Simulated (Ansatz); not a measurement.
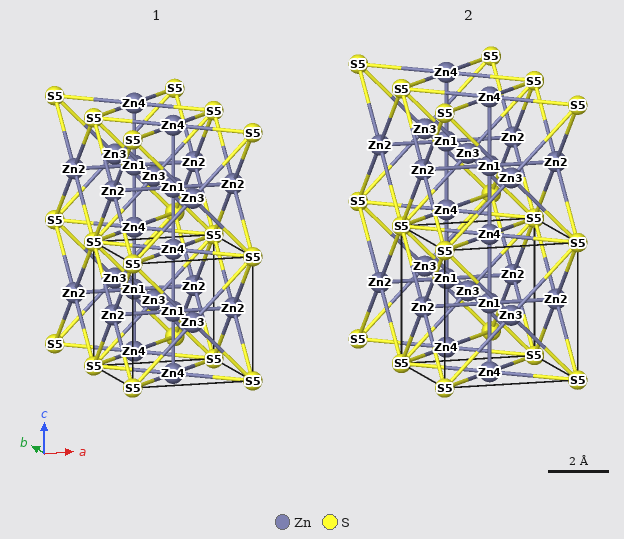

Two geometries of crystalline Zn₄S (a generated structure, set up in Pm-3m) (coarse preliminary run), drawn at one scale. One is the start of a relaxation, the other its converged end. The picture is a ball-and-stick view of the cell of the calculation, repeated 1 × 2 × 2 with one cell outlined, seen slightly off an axis.

Computed with Ansatz, DFT PBE, scalar-relativistic, plane waves, PAW. (plane-wave cutoff 420 eV; k-point mesh 4 × 4 × 4; occupations gaussian; smearing width 0.1 eV; no spin polarisation; cell and atoms relaxed; force threshold 0.04 eV/Å; at most 70 steps)

**Which of the two is the end point?**

Structure 2 is the relaxed one. Over 5 accepted moves (7 points after the start) the energy falls by 378 meV per atom. All forces vanish by symmetry, so only the cell relaxes. The pressure goes from 28.94 to 0.11 GPa. The SCF was repeated twice at an unchanged geometry on a basis and grid sized afresh for the cell, which shifted the energy by 8.3 meV per atom at most. The atoms keep their places relative to the cell (all moves are under 0.005 Å). The volume changes by +36.0 %, with a = b = c 4.250 → 4.709 Å (+10.8 %). Among the contacts that change: Zn2–S5 3.005 → 3.330 Å, Zn1–Zn2 2.125 → 2.355 Å. The space group stays Pm-3m (No. 221). The run took 20 s on 1 thread of Intel(R) Xeon(R) Processor @ 2.70GHz (shared host), peak memory 0.39 GiB.
